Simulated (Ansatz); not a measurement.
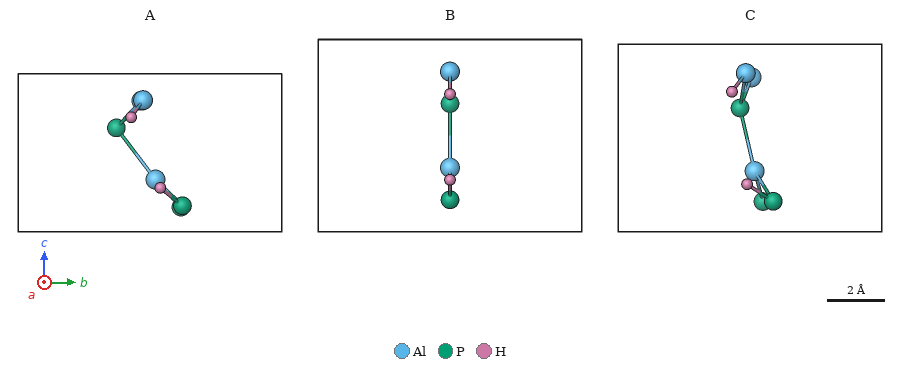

3 geometries from one relaxation of a wire of composition Al5P5H4, in shuffled order. Style: ball-and-stick. Shown: the cell of the calculation, with the vacuum cut short, along the a axis.

Case: armchair ribbon, 5 formula units a period, edges capped with H.

Theory: DFT PBE, scalar-relativistic, plane waves, PAW (Ansatz 0.2.0). Settings: plane-wave cutoff 420 eV; k-point mesh 1 × 1 × 5; occupations gaussian; smearing width 0.05 eV; no spin polarisation; cell relaxed at fixed a, b, alpha, beta, gamma; force threshold 0.02 eV/Å; at most 45 steps.

Order the frames from highest to lowest energy.

B, C, A. They are steps 0, 15, 33, at +0.917 eV per cell of the calculation, +0.341 eV per cell of the calculation relative to the last. The largest moves relative to the layer's centre, 1.20 Å, are those of P atoms. By element the largest moves are P 1.20 Å, H 0.68 Å, Al 0.30 Å. Along the periodic axis the drawn cell goes c 6.823 → 5.602 Å (−17.9 %). Among the contacts that change: Al–P 2.274 → 2.322 Å, H–P 1.420 → 1.435 Å, Al–H 1.600 → 1.591 Å. Bond angles that change, for instance: Al–P–H 120.0° → 91.6°, Al–P–Al 120.0° → 93.9°, Al–P–Al 120.0° → 95.4°. Over 29 accepted moves (33 points after the start) the energy falls by 0.917 eV per cell of the calculation. The largest force component goes from 0.39 to 0.013 eV/Å. The line search rejected the trial steps at points 12, 21, 31 of the run. The SCF was repeated once at an unchanged geometry on a basis and grid sized afresh for the cell, which shifted the energy by 6.2 meV per cell of the calculation at most.
